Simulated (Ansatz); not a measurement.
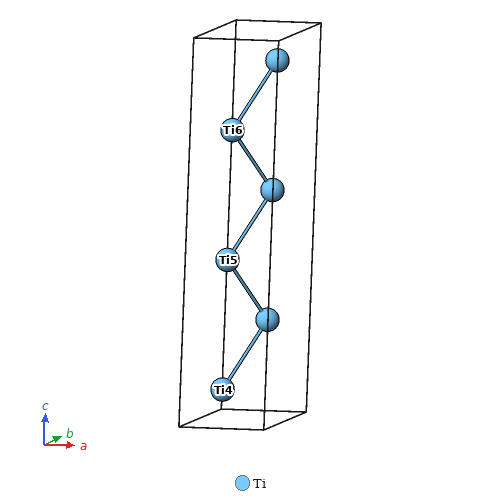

The system is Ti (P6_3/mmc, No. 194; 6 atoms in the cell); the picture shows the reference structure. Gamma surface: rigid slide across a plane, one fault a cell; the plane is (0 0 1) of the conventional cell. Places are given modulo a cell vector. The map is drawn in real space over the plane of the slide. Nothing is relaxed (rigid halves, spacing across the cut fixed). The grid has 6 × 6 points; 10 points were computed and 26 follow by symmetry. Energies are in J/m², from the lowest grid point. Method: DFT PBEsol, scalar-relativistic, plane waves, PAW (Ansatz). Settings: cutoff 520 eV, k-mesh 17×17×4 in the order of the run's cell vectors, gaussian smearing 0.15 eV, no spin polarisation.

Its coordinates:

```yaml
crystal:
  lattice:
    - [-1.45009, -2.51164, 0.00000]
    - [1.45009, -2.51164, 0.00000]
    - [0.00000, 0.00000, 13.77243]
  atoms:
    - { symbol: Ti, position: [0.66667, 0.66667, 0.91668] }
    - { symbol: Ti, position: [0.66667, 0.66667, 0.25002] }
    - { symbol: Ti, position: [0.66667, 0.66667, 0.58335] }
    - { symbol: Ti, position: [0.33333, 0.33333, 0.08335] }
    - { symbol: Ti, position: [0.33333, 0.33333, 0.41668] }
    - { symbol: Ti, position: [0.33333, 0.33333, 0.75002] }
```

Range: slide along a1 from 0.000 to 0.833; slide along a2 from 0.000 to 0.833.

Question: Predict the map.

Answer: The lowest grid point is at (0/6, 0/6) of the cell vectors. A higher local minimum lies near (4/6, 4/6) of the cell vectors (0.31 J/m² above the lowest at that grid point). These are metastable stacking faults of the rigid slide. The highest grid point, (2/6, 2/6) of the cell vectors, lies 1.12 J/m² above the lowest. On the interpolated surface the easiest way out of the lowest well to the well at (4/6, 4/6) of the cell vectors passes a barrier of about 0.4 J/m².

| slide along a2 ↓, slide along a1 → | 0/6 | 1/6 | 2/6 | 3/6 | 4/6 | 5/6 |
| --- | --- | --- | --- | --- | --- | --- |
| 5/6 | 0.17 | 0.17 | 0.34 | 0.42 | 0.42 | 0.34 |
| 4/6 | 0.48 | 0.48 | 0.48 | 0.42 | 0.31 | 0.42 |
| 3/6 | 0.62 | 0.84 | 0.84 | 0.62 | 0.42 | 0.42 |
| 2/6 | 0.48 | 0.84 | 1.12 | 0.84 | 0.48 | 0.34 |
| 1/6 | 0.17 | 0.48 | 0.84 | 0.84 | 0.48 | 0.17 |
| 0/6 | 0.00 | 0.17 | 0.48 | 0.62 | 0.48 | 0.17 |

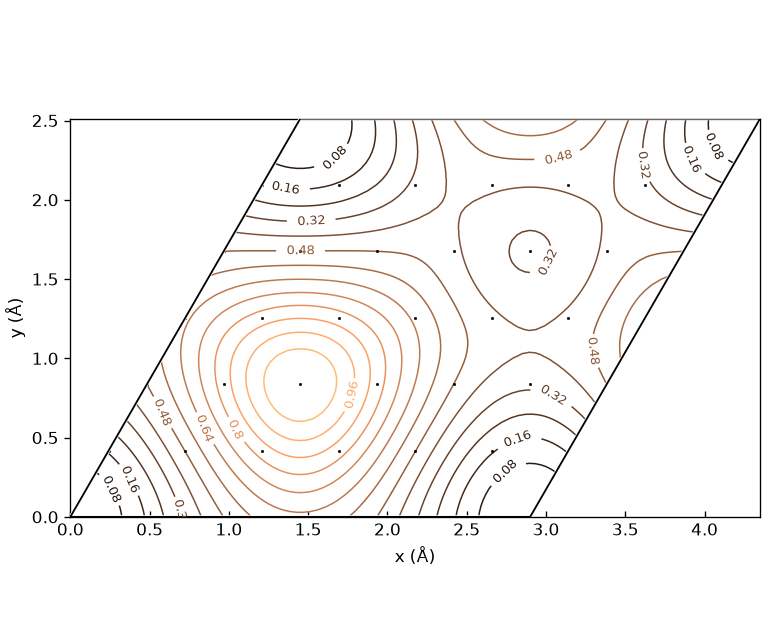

Drawn: contour lines labelled in J/m², dots at the grid points, the outline of one cell of the plane. Between grid points the surface is interpolated.

Each point was launched as `ansatz run input.yaml --threads 4 --pin off --max-ram 8192MiB --backend cpu --events-out ev --progress --plain --runs-dir out`. Time for the 10 points that were run: 9.7 min on 4 threads of Arm Neoverse V1 (shared host).

PAW datasets: the set soft_1.
